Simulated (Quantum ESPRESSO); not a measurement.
**CaO (Lime): from Born charge to LO-TO splitting**

Wanted: the LO mode of CaO (Lime) from the TO mode and the field response.

Program: Quantum ESPRESSO 7.5. Level of theory: DFT LDA, scalar-relativistic, plane waves, PseudoDojo norm-conserving pseudopotentials. Results are calculated unless marked as measured.

## 1. Set-up

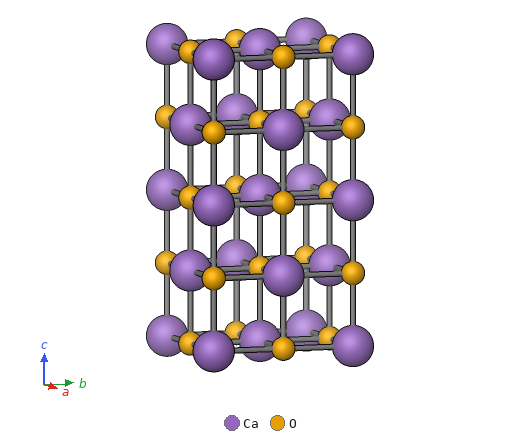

The cell as given, slightly off an axis (calcium purple, oxygen orange). 1×1×2 cells are drawn. This picture shows the conventional cell, with its axes. Some periodic images of atoms are drawn too.

This is the cell after its relaxation at this level of theory, not the database cell from which that began.

## 2. What the response run gave

A linear-response run on the relaxed cell, with the response to an electric field; only its zone-centre results are used. Cutoff 92 Ry, k mesh 8×8×8.

Log:

```text
[banners, grids, parts of the stress and lines that vanish by symmetry left out]
Program PHONON v.7.5
     Reading xml data from directory:

[...]
Exchange-correlation= PW
                           (   1   4   0   0   0   0   0)
[...]
kinetic-energy cut-off    =      92.0000  Ry
     charge density cut-off    =     368.0000  Ry
     convergence threshold     =      1.0E-18
[...]
Exchange-correlation= PW
                           (   1   4   0   0   0   0   0)
[...]
q = (   0.0000000   0.0000000   0.0000000 )
     49 Sym.Ops. (with q -> -q+G )
     G cutoff =  736.6205  (  20875 G-vectors)     FFT grid: ( 40, 40, 40)
     number of k points=    29
[...]
Mode symmetry, O_h (m-3m)  point group:
[...]
Dielectric constant
[...]
End of electric fields calculation
          Dielectric constant in cartesian axis
          (       3.869324157       0.000000000      -0.000000000 )
          (       0.000000000       3.869324157       0.000000000 )
          (      -0.000000000       0.000000000       3.869324157 )
          Effective charges (d Force / dE) in cartesian axis without acoustic sum rule applied (asr)
           atom    1  Ca    Mean Z*:        2.37861
      Ex  (        2.37861        0.00000       -0.00000 )
      Ey  (        0.00000        2.37861        0.00000 )
      Ez  (       -0.00000        0.00000        2.37861 )
           atom    2  O     Mean Z*:       -2.37846
      Ex  (       -2.37846        0.00000        0.00000 )
      Ey  (        0.00000       -2.37846       -0.00000 )
      Ez  (        0.00000       -0.00000       -2.37846 )
          Effective charges Sum: Mean:        0.00015
[...]
Effective charges (d Force / dE) in cartesian axis with asr applied:
           atom    1  Ca    Mean Z*:        2.37854
[...]
atom    2  O     Mean Z*:       -2.37854
[...]
Representation #   1 modes #   1   2   3
[...]
End of self-consistent calculation
     Convergence has been achieved
     Representation #   2 modes #   4   5   6
[...]
End of self-consistent calculation
     Convergence has been achieved
[...]
Dielectric constant in cartesian axis
          (       3.869324157       0.000000000      -0.000000000 )
          (       0.000000000       3.869324157       0.000000000 )
          (      -0.000000000       0.000000000       3.869324157 )
          Effective charges (d Force / dE) in cartesian axis without acoustic sum rule applied (asr)
           atom    1  Ca    Mean Z*:        2.37861
      Ex  (        2.37861        0.00000       -0.00000 )
      Ey  (        0.00000        2.37861        0.00000 )
      Ez  (       -0.00000        0.00000        2.37861 )
           atom    2  O     Mean Z*:       -2.37846
      Ex  (       -2.37846        0.00000        0.00000 )
      Ey  (        0.00000       -2.37846       -0.00000 )
      Ez  (        0.00000       -0.00000       -2.37846 )
          Effective charges Sum: Mean:        0.00015
[...]
Effective charges (d Force / dE) in cartesian axis with asr applied:
           atom    1  Ca    Mean Z*:        2.37854
[...]
atom    2  O     Mean Z*:       -2.37854
[...]
q = (    0.000000000   0.000000000   0.000000000 )
[...]
freq (    1) =      -0.022759 [THz] =      -0.759154 [cm-1]
     freq (    2) =      -0.022759 [THz] =      -0.759154 [cm-1]
     freq (    3) =      -0.022759 [THz] =      -0.759154 [cm-1]
     freq (    4) =       8.720229 [THz] =     290.875522 [cm-1]
     freq (    5) =       8.720229 [THz] =     290.875522 [cm-1]
     freq (    6) =       8.720229 [THz] =     290.875522 [cm-1]
[...]
Mode symmetry, O_h (m-3m)  point group:
     freq (   1-   3) =         -0.8  [cm-1]   --> T_1u G_15  G_4- I
     freq (   4-   6) =        290.9  [cm-1]   --> T_1u G_15  G_4- I

   JOB DONE.
```

```tsv
quantity	value
cell volume Ω (Å³)	26.024
mass of Ca (u)	40.078
mass of O (u)	15.999
Born charge of Ca, raw (e)	2.379
Born charge of O, raw (e)	-2.378
ε∞	3.869
ω(TO) after the sum rule (cm⁻¹)	290.9
```

## 3. The calculation

The charges must sum to zero over the cell; taking off their mean, 0.000 e, leaves Z* = 2.379 e on Ca. In the polar mode Ca moves against O, so the reduced mass is μ = 40.08 × 16.00 / 56.08 = 11.434 u.

A longitudinal wave builds up a field that adds to the restoring force: ω(LO)² = ω(TO)² + 4π Z*² / (μ Ω ε∞), in Hartree atomic units. With μ = 20844 electron masses and Ω = 175.62 bohr³ the second term is 5.0194e-06 Ha², or 241781 cm⁻² (1 Ha = 219474.6 cm⁻¹).

So ω(LO) = √(84611 + 241781) = 571.3 cm⁻¹, and by the Lyddane-Sachs-Teller relation ε₀ = ε∞ (ω(LO)/ω(TO))² = 14.93.

## 4. Check against the program

The analysis program adds the same non-analytic term to the full matrix, here for q along (1 0 0).

Log:

```text
[banner, memory and clock lines left out]
Program DYNMAT v.7.5

     Reading Dynamical Matrix from file g.dyn
     ...Force constants read
     ...epsilon and Z* read

     Polarizability (A^3 units)
     multiply by 0.511132 for Clausius-Mossotti correction
         5.942193    0.000000   -0.000000
         0.000000    5.942193    0.000000
        -0.000000    0.000000    5.942193

     IR activities are in (D/A)^2/amu units

# mode   [cm-1]    [THz]      IR
    1     -0.00   -0.0000    0.0000
    2     -0.00   -0.0000    0.0000
    3     -0.00   -0.0000    0.0000
    4    290.88    8.7204   11.4150
    5    290.88    8.7204   11.4150
    6    571.31   17.1273   11.4150
```

ε₀ comes from the program's run without a direction of q.

```tsv
quantity	by hand	program
ω(LO) (cm⁻¹)	571.3	571.3
ε₀	14.93	14.93
```

## 5. What came out

```
TO mode                    : 290.9 cm⁻¹
LO mode                    : 571.3 cm⁻¹
static dielectric constant : 14.93
```

In words: The LO mode of CaO (Lime) lies at 571 cm⁻¹, 280 cm⁻¹ above the TO mode; the formula meets the program within 0.1 cm⁻¹, as it must for a cubic crystal with one polar mode. ω(LO)² − ω(TO)² goes with Z*²/ε∞: an error of 5 % in ε∞ would move the LO mode by 10.2 cm⁻¹, and semilocal functionals tend to overestimate ε∞. These are harmonic values at zero temperature, at the volume of this functional, for the structure held cubic; stability elsewhere in the zone is no part of this calculation.

[Host names and launcher messages were left out of these logs when they were recorded.]

[Logs are printed without paths, hosts, clocks, repeated set-up lines and the standing remarks that a program may print on its own settings, such as how far it seeks lower states.]

[Hosts, paths, dates, database ids (printed as entryN), source tags and the programs' standing remarks are cut or masked in the printed files.]
